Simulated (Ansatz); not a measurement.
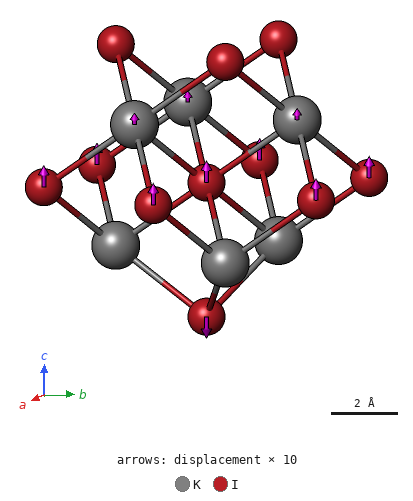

A relaxation of an interface cell of composition KI. The starting structure is drawn; purple arrows show the displacements (the part carried along by the change of the cell is left out), 10 times their true length.

Style: ball-and-stick. Shown: the atoms within 5.8 Å of the atom that moves most (axes of the cell of the calculation), slightly off an axis.

Case: symmetric tilt boundary Sigma 3 (1 1 1), mirror on a plane, shift [0, 0].

All numbers below come from Ansatz, DFT PBE, scalar-relativistic, plane waves, PAW.

Input file:
```yaml
crystal:
  lattice:
    - [5.0744549618, 0.0, 0.0]
    - [-2.5372274809, 4.3946069073, 0.0]
    - [0.0, 0.0, 24.8596507583]
  atoms:
    - { symbol: K, position: [0.0, 0.0, 0.0] }
    - { symbol: I, position: [0.0, 0.0, 0.25] }
    - { symbol: K, position: [0.3333333333, 0.6666666667, 0.1666666667] }
    - { symbol: I, position: [0.6666666667, 0.3333333333, 0.0833333333] }
    - { symbol: K, position: [0.6666666667, 0.3333333333, 0.3333333333] }
    - { symbol: I, position: [0.3333333333, 0.6666666667, 0.4166666667] }
    - { symbol: I, position: [0.0, 0.0, 0.75] }
    - { symbol: K, position: [0.3333333333, 0.6666666667, 0.8333333333] }
    - { symbol: I, position: [0.6666666667, 0.3333333333, 0.9166666667] }
    - { symbol: K, position: [0.6666666667, 0.3333333333, 0.6666666667] }
    - { symbol: I, position: [0.3333333333, 0.6666666667, 0.5833333333] }
    - { symbol: K, position: [1.0, 0.0, 0.5] }
basis:
  ecutwfc: 420
kpoints:
  mp_grid: { grid: [6, 6, 1] }
hamiltonian:
  xc: pbe
scf:
  occupations: { method: gaussian, width: 0.05 }
output:
  forces: true
  stress: true
  eigenvalues: true
  populations: true
relax:
  adjacent_minimum: "off"
  f_tol: 0.02
  max_steps: 60
  cell: { fix: [a, b, alpha, beta, gamma], stress_tol: 0.1 }
```

Run as
```bash
ansatz run input.yaml --threads 2 --pin off --max-ram 5120MiB --backend cpu --events-out ev --progress --plain --runs-dir out
```

**What did the optimiser do to the structure, and how much energy did it gain?**

After 2 accepted moves (3 points after the start) the energy has fallen by 36.5 meV per cell of the calculation. The largest force component goes from 0.15 to 0.0019 eV/Å. The pressure goes from 0.12 to −0.09 GPa. The SCF was repeated once at an unchanged geometry on a basis and grid sized afresh for the cell, which shifted the energy by 0.4 meV per cell of the calculation at most. The largest moves relative to the cell, 0.069 Å, are those of I4, I6, I9 and I11. I11 goes along +c. Largest moves by element: I 0.069 Å, K 0.038 Å. The drawn cell changes as follows: a = b unchanged at 5.074 Å, c 24.860 → 25.284 Å (+1.7 %); the volume changes by +1.7 %. Among the contacts that change: I11–K12 3.588 → 3.650 Å. Among the angles between lasting bonds that change: I6–K12–I11 70.5° → 73.2°.
